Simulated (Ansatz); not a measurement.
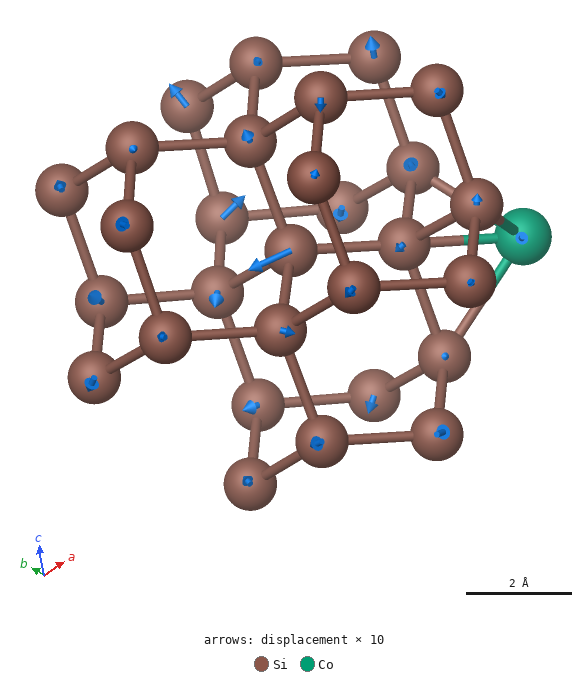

A relaxation of a defect cell of composition Si128Co (cell charge +2). The starting structure is drawn; blue arrows show the displacements, magnified 10 times.

Style: ball-and-stick. Shown: the atoms within 5.0 Å of the atom that moves most (axes of the cell of the calculation), slightly off an axis.

The atoms of the start lie slightly off their symmetric places, so part of the fall in energy undoes that.

The calculation used DFT, PBEsol, PAW, plane waves in Ansatz 0.2.0. (plane-wave cutoff 420 eV; k-point mesh 1 × 1 × 1; mesh shifted by (0.25, 0.25, 0.25); collinear spin; atoms relaxed in a fixed cell; force threshold 0.03 eV/Å; at most 80 steps)

**Which element moves most?**

Silicon: up to 0.092 Å, against 0.031 Å for cobalt.

**What did the optimiser do to the structure, and how much energy did it gain?**

The largest move is that of a Si atom, 0.092 Å along [−2 1 0]. By element the largest moves are Si 0.092 Å, Co 0.031 Å. The cell stays as it was. Among the contacts that change: Si–Si 2.271 → 2.350 Å, Si–Si 2.411 → 2.351 Å, Si–Si 2.305 → 2.356 Å, Si–Si 2.390 → 2.350 Å. Bond angles that change, for instance: Si–Si–Si 111.0° → 108.1°, Si–Si–Si 108.2° → 110.6°, Si–Si–Si 107.4° → 109.6°. The energy falls by 1.219 eV per cell of the calculation in 3 geometry steps. The largest force component goes from 1.1 to 0.015 eV/Å. The run took 8.6 s on 1 × NVIDIA GB200 with 8 threads of Arm Neoverse-V2, peak memory 2.5 GiB.

Limits of the set-up: the cell is charged, on a uniform background, and energies carry no finite-size correction.
